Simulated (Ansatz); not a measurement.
Structure of Ni:

```
Ni
1.0
     5.14261    0.00000    0.00000
     0.00000    5.14261    0.00000
     0.00000    0.00000    5.14261
Ni
8
Direct
  0.75000 0.75000 0.75000
  0.00000 0.50000 0.00000
  0.75000 0.25000 0.25000
  0.00000 0.00000 0.50000
  0.25000 0.75000 0.25000
  0.50000 0.50000 0.50000
  0.25000 0.25000 0.75000
  0.50000 0.00000 0.00000
```

It is based on the end point of a relaxation with DFT, revPBE, plane waves (420 eV) with PAW, scalar-relativistic (Ansatz 0.2.0); the starting structure was generated, so it need not be a known form of this composition.

Question: Which powder rings are expected with λ = 0.2066 Å and a flat detector at 860 mm? List the innermost 4, leaving out those under 3 % of the strongest.

Answer:
```
ring    radius  2θ (°)  d (Å)  hkl
   1   60.0 mm    3.99   2.97  111
   2   98.2 mm    6.51  1.818  220
   3  115.4 mm    7.64  1.551  311
   4  139.6 mm    9.22  1.286  400
```

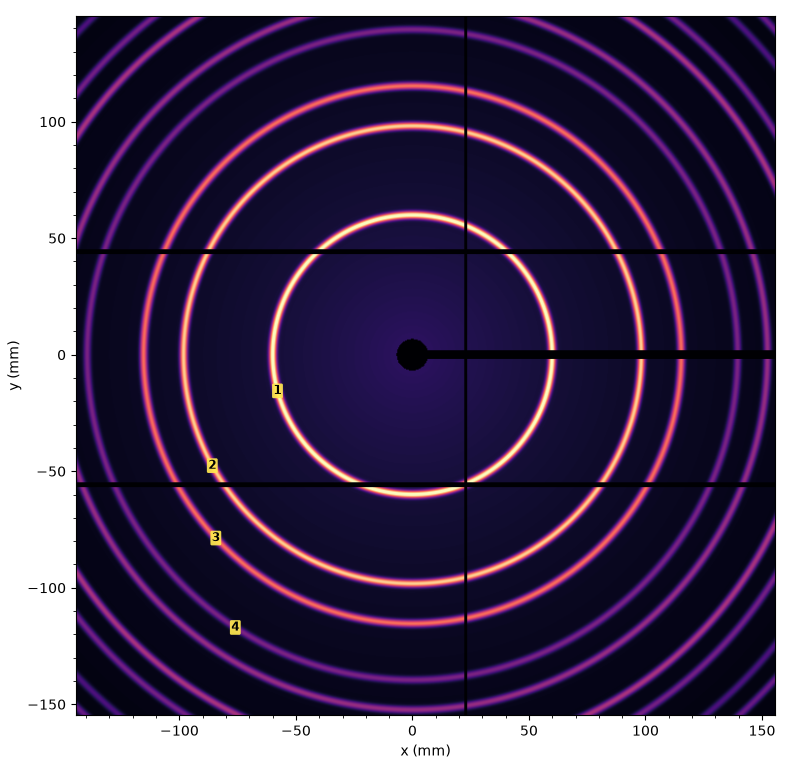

Simulated X-ray powder rings on a flat area detector normal to the beam: λ = 0.2066 Å, sample-to-detector distance 860 mm, axes in mm from the beam centre, beam polarised horizontally, for a fine-grained powder without texture. Kinematic intensities with B = 0.5 Å² for all atoms, without absorption; brightness goes as intensity to the power 0.5, clipped at the top. Reflections closer than the ring width show as one ring. The numbers mark the rings of the table.
